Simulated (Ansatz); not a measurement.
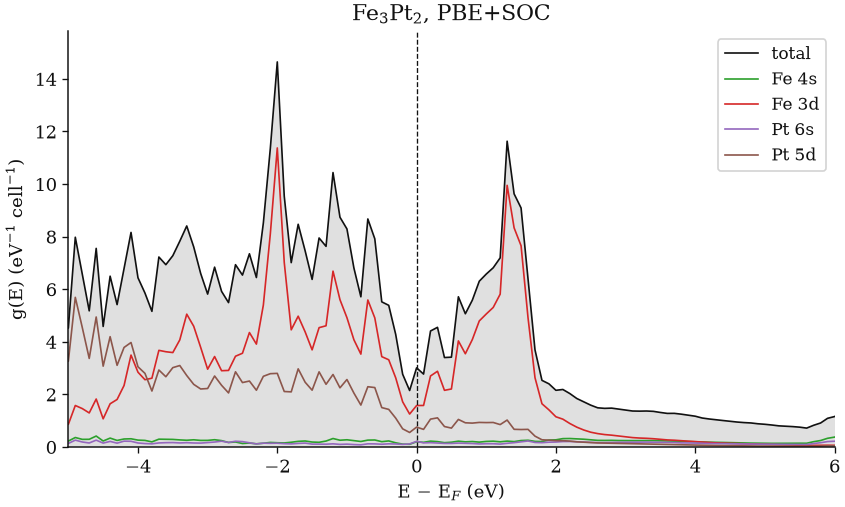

Density of states of Fe3Pt2, space group R-3m, 5 atoms in the cell. Ansatz; DFT PBE, spin-orbit coupling, plane waves, PAW, 12×12×12 k mesh, Gaussian smearing of 0.1 eV. Energies are counted from the Fermi level. The partial curves are projected on Löwdin-orthogonalised atomic shells.

It is a metal. The density of states at the Fermi level isn't well fixed here: it changes fast, and within 0.3 eV it runs from 2.1 to 4.5 per eV and cell. By projected weight, the states within 0.3 eV of the Fermi level are Fe 3d (65 %) and Pt 5d (25 %). Over the range shown, the centre of the Fe 3d weight lies 1.0 eV below the Fermi level, and about 65 % of the shell is filled. The tallest peak in the window is at −2.0 eV; by projected weight it is Fe 3d (75 %) and Pt 5d (25 %).

The run is magnetic, with a net spin moment of 9.3 μB a cell, so time reversal doesn't pair the spinor levels. The run may have settled in a state above the lowest, so this need not be the ground state. The structure is an invented one, so it need not be a known or stable phase.
